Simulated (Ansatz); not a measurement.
## Two runs on TiAl

System: TiAl (P4/mmm, 2 atoms in the cell).
Method of the first run: DFT PBEsol, scalar-relativistic, plane waves, PAW, no spin polarisation (Ansatz 0.2.0).

The structure derives from an entry of the Crystallography Open Database. Text and figures count atoms from 1; the logs count them from 0 in places.

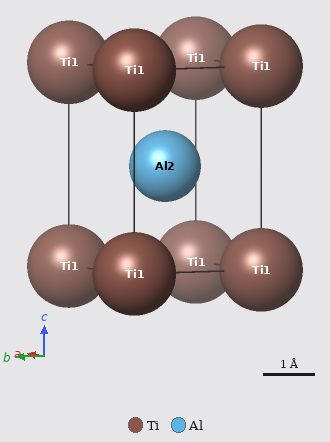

Fig. 1: The structure (spheres-only view of the cell of the calculation, seen at an oblique angle; atoms are numbered from 1 in the order of the input). An atom can appear more than once, as a periodic image.

### The input, the first run
```yaml
crystal:
  lattice:
    - [2.8373, 0.0, 0.0]
    - [0.0, 2.8373, 0.0]
    - [0.0, 0.0, 4.0591]
  atoms:
    - { symbol: Ti, position: [0.0, 0.0, 0.0] }
    - { symbol: Al, position: [0.5, 0.5, 0.5] }
basis:
  ecutwfc: 420
kpoints:
  mp_grid: { grid: [18, 18, 14] }
hamiltonian:
  xc: pbesol
scf:
  occupations: { method: gaussian, width: 0.15 }
output:
  forces: true
  stress: true
  eigenvalues: true
  write_density: true
  write_potential: true
  elf: true
  volumetric_format: npy
```

Command:
```bash
ansatz run input.yaml --threads 1 --pin off --max-ram 2560MiB --backend cpu --events-out ev --progress --plain --runs-dir out
```

Hardware: 1 thread of Intel Xeon @ 2.50GHz (Skylake/Cascade Lake), 192 GiB of memory available, shared host.

### Output, shortened to warnings, some set-up lines, iterations and results (the first run)
```
Basis set: ecut = 420 eV, 657 PW (Γ), exchange–correlation on 40×40×60 points (8 copies of the dense FFT grid, shifted against one another)
Symmetry: 16 space group operations
k-points: 440 of 4536
Initial density: superposition of atomic densities (neutral atoms: chi_scale 0, normalization atom), corrected by the library's trained network
[...]
SCF iter   1: F=—  HF=-2999.262610 eV  |F-HF|=—  |Δ(HF+E_count)|=         —  Δρ=4.31e-3  dr2=4.28e-3  ethr=1.77e-3  ⟨swp⟩=5.0  Hψ=26321  notcnv=0
SCF iter   2: F=—  HF=-2999.261513 eV  |F-HF|=—  |Δ(HF+E_count)|=   1.10e-3  Δρ=2.11e-3  dr2=1.67e-3  ethr=2.86e-5  ⟨swp⟩=1.7  Hψ=9977  notcnv=0
SCF iter   3: F=—  HF=-2999.261146 eV  |F-HF|=—  |Δ(HF+E_count)|=   3.67e-4  Δρ=3.63e-4  dr2=4.02e-5  ethr=1.12e-5  ⟨swp⟩=2.1  Hψ=6967  notcnv=0
SCF iter   4: F=—  HF=-2999.261123 eV  |F-HF|=—  |Δ(HF+E_count)|=   2.25e-5  Δρ=1.22e-4  dr2=4.63e-6  ethr=2.68e-7  ⟨swp⟩=2.1  Hψ=7120  notcnv=0
SCF iter   5: F=—  HF=-2999.261123 eV  |F-HF|=—  |Δ(HF+E_count)|=   4.42e-7  Δρ=3.88e-5  dr2=4.65e-7  ethr=3.08e-8  ⟨swp⟩=1.1  Hψ=5299  notcnv=0
SCF iter   6: F=-2999.261123 eV  HF=-2999.261123 eV  |F-HF|=3.26e-9  |Δ(HF+E_count)|=   3.90e-8  Δρ=6.51e-6  dr2=1.02e-8  ethr=6.67e-10  ⟨swp⟩=7.0  Hψ=23366  notcnv=0
SCF 1 converged in 6 iterations: F = -2999.261123 eV  dr2 = 1.02e-8
SCF converged after 6 iterations
Free energy (F): -2999.261123 eV
Harris-Foulkes:  -2999.261123 eV  (|F-HF|=3.26e-9)
Internal energy: -2999.240344 eV  (E = F + TS)
E sigma→0 (E₀):  -2999.250733 eV
Entropy (-TS):   -0.020779 eV (-10.389 meV/atom)
Fermi energy:    10.797897 eV
--- Per-component energies (eV) ---
  E_band       = -166.366509
  E_kinetic    = 295.920018
  E_local      = -1079.078631  (includes V_loc(G=0)·N_el)
  E_nonlocal   = 20.388465
  E_hartree    = 461.087088
  E_xc         = -136.418266
  E_vxc        = -151.071300  (∫ρ·V_xc dr)
  E_paw        = -1477.717243  (= ΣΔE_a)
  E_vpaw       = -174.697243  (= ΣTr[D̂ρ^β])
  E_aug_tail   = 0.000112  (compensation charges beyond the density's cutoff)
  E_ewald      = -1083.580411
  E_core_change = 0.158523  (= ΣΔE_core)
  E_smearing   = -0.020779  (= −TS)
  E_closure    = 0.000000  (closes the sum)
  Σ components = -2999.261123   (vs F -2999.261123, Δ=0.00e0)
--- Forces (eV/Å), atoms counted from 1 ---
  atom   1  Ti    -0.00000000     0.00000000     0.00000000
  atom   2  Al    -0.00000000    -0.00000000     0.00000000
  max |Σ_I F_I| component: 2.22e-31 eV/Å
--- Stress (GPa, compression-positive) ---
       -4.209385       0.000000       0.000000
        0.000000      -4.209385       0.000000
        0.000000       0.000000      -3.358802
  P = ⅓ Tr σ = -3.9259 GPa (-39.259 kbar)
```

For the second run the input was changed thus:
```diff
-  mp_grid: { grid: [18, 18, 14] }
+  mp_grid: { grid: [16, 16, 12] }
```

What does this change do to the results?

The free energy of the second run is 0.6 meV per atom lower, which measures how much it depends on this numerical setting. The number of SCF iterations is the same. The irreducible k-points go from 440 to 315.

### Output, shortened to warnings, some set-up lines, iterations and results (the second run)
```
Basis set: ecut = 420 eV, 657 PW (Γ), exchange–correlation on 40×40×60 points (8 copies of the dense FFT grid, shifted against one another)
Symmetry: 16 space group operations
k-points: 315 of 3072
Initial density: superposition of atomic densities (neutral atoms: chi_scale 0, normalization atom), corrected by the library's trained network
[...]
SCF iter   1: F=—  HF=-2999.263681 eV  |F-HF|=—  |Δ(HF+E_count)|=         —  Δρ=4.25e-3  dr2=3.98e-3  ethr=1.77e-3  ⟨swp⟩=5.0  Hψ=18839  notcnv=0
SCF iter   2: F=—  HF=-2999.262620 eV  |F-HF|=—  |Δ(HF+E_count)|=   1.06e-3  Δρ=2.04e-3  dr2=1.43e-3  ethr=2.65e-5  ⟨swp⟩=1.8  Hψ=7387  notcnv=0
SCF iter   3: F=—  HF=-2999.262296 eV  |F-HF|=—  |Δ(HF+E_count)|=   3.24e-4  Δρ=3.44e-4  dr2=3.28e-5  ethr=9.54e-6  ⟨swp⟩=2.1  Hψ=5086  notcnv=0
SCF iter   4: F=—  HF=-2999.262275 eV  |F-HF|=—  |Δ(HF+E_count)|=   2.08e-5  Δρ=1.13e-4  dr2=3.97e-6  ethr=2.18e-7  ⟨swp⟩=2.2  Hψ=5152  notcnv=0
SCF iter   5: F=—  HF=-2999.262275 eV  |F-HF|=—  |Δ(HF+E_count)|=   4.50e-7  Δρ=2.88e-5  dr2=2.22e-7  ethr=2.64e-8  ⟨swp⟩=1.2  Hψ=3956  notcnv=0
SCF iter   6: F=-2999.262275 eV  HF=-2999.262275 eV  |F-HF|=1.68e-10  |Δ(HF+E_count)|=   7.83e-9  Δρ=3.79e-6  dr2=2.61e-9  ethr=6.67e-10  ⟨swp⟩=6.7  Hψ=16466  notcnv=0
SCF 1 converged in 6 iterations: F = -2999.262275 eV  dr2 = 2.61e-9
SCF converged after 6 iterations
Free energy (F): -2999.262275 eV
Harris-Foulkes:  -2999.262275 eV  (|F-HF|=1.68e-10)
Internal energy: -2999.241595 eV  (E = F + TS)
E sigma→0 (E₀):  -2999.251935 eV
Entropy (-TS):   -0.020680 eV (-10.340 meV/atom)
Fermi energy:    10.790602 eV
--- Per-component energies (eV) ---
  E_band       = -166.398625
  E_kinetic    = 295.914367
  E_local      = -1079.039234  (includes V_loc(G=0)·N_el)
  E_nonlocal   = 20.384041
  E_hartree    = 461.053651
  E_xc         = -136.418091
  E_vxc        = -151.071068  (∫ρ·V_xc dr)
  E_paw        = -1477.714553  (= ΣΔE_a)
  E_vpaw       = -174.693071  (= ΣTr[D̂ρ^β])
  E_aug_tail   = 0.000112  (compensation charges beyond the density's cutoff)
  E_ewald      = -1083.580411
  E_core_change = 0.158523  (= ΣΔE_core)
  E_smearing   = -0.020680  (= −TS)
  E_closure    = 0.000000  (closes the sum)
  Σ components = -2999.262275   (vs F -2999.262275, Δ=0.00e0)
--- Forces (eV/Å), atoms counted from 1 ---
  atom   1  Ti     0.00000000     0.00000000     0.00000000
  atom   2  Al     0.00000000     0.00000000     0.00000000
  max |Σ_I F_I| component: 8.01e-31 eV/Å
--- Stress (GPa, compression-positive) ---
       -4.184784       0.000000       0.000000
        0.000000      -4.184784       0.000000
        0.000000       0.000000      -3.426741
  P = ⅓ Tr σ = -3.9321 GPa (-39.321 kbar)
```

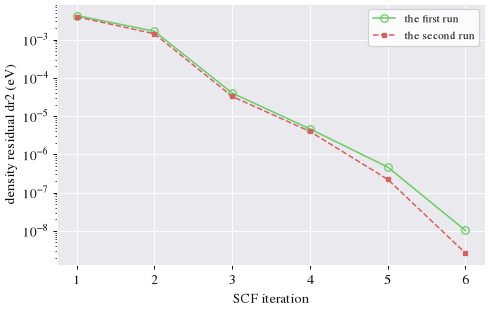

Fig. 2: Convergence of the two runs: density residual dr2 against the SCF iteration. The first run takes 6 iterations in all, and the second run takes 6.

### The two runs side by side

| quantity | the first run | the second run |
| --- | --- | --- |
| outcome | converged | converged |
| free energy per atom (eV) | −1499.6306 | −1499.6311 |
| energy per atom, smearing taken to zero (eV) | −1499.6254 | −1499.6260 |
| gap on the mesh (eV) | 0.00 | 0.00 |
| pressure (GPa) | −3.93 | −3.93 |
| largest force (eV/Å) | 0.000 | 0.000 |
| SCF iterations | 6 | 6 |
| irreducible k-points | 440 | 315 |
| plane waves at Γ | 657 | 657 |
| wall time (shared host) | 14 s | 9.8 s |
